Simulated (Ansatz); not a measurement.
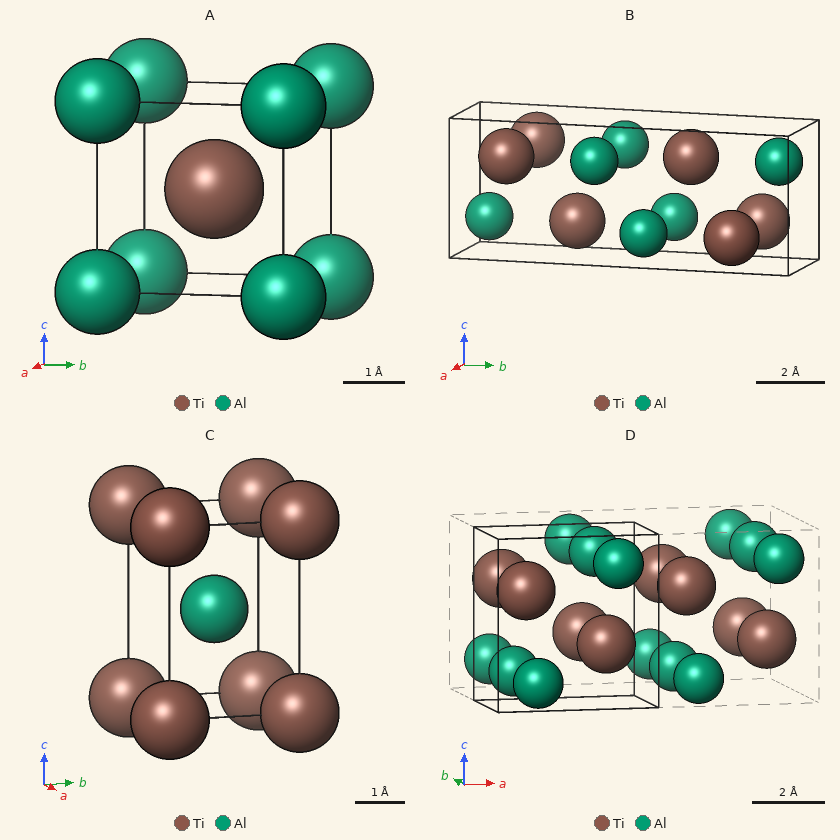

Four structures of TiAl, each relaxed to rest (conventional cells in solid outline, small ones repeated, each panel with its own scale). Method: Ansatz, DFT PBE, scalar-relativistic, plane waves, PAW, without spin polarisation.

### Give the type and space group of each panel.

A: caesium chloride (CsCl, B2) type, Pm-3m; B: 8 atoms a cell on a base-centred orthorhombic lattice, Cmcm; C: CuAu (L1₀) type, P4/mmm; D: 4 atoms a cell on a primitive orthorhombic lattice, Pmma.

### Rank them by energy, lowest first.

C, then D (+44 meV/atom), B (+53 meV/atom) and A (+142 meV/atom), energies at zero smearing.

### Collect the results in a table.

| panel | structure | E − E(lowest) (meV/atom) | volume (Å³/atom) | gap (eV) |
| --- | --- | --- | --- | --- |
| C | P4/mmm | 0 | 16.2 | metal |
| D | Pmma | 44 | 16.2 | metal |
| B | Cmcm | 53 | 16.6 | metal |
| A | Pm-3m | 142 | 16.2 | metal |

Some of these may be structure types tried for this composition rather than known phases, and the most stable form need not be among them. Gaps are taken on the k-mesh or band path of each run.
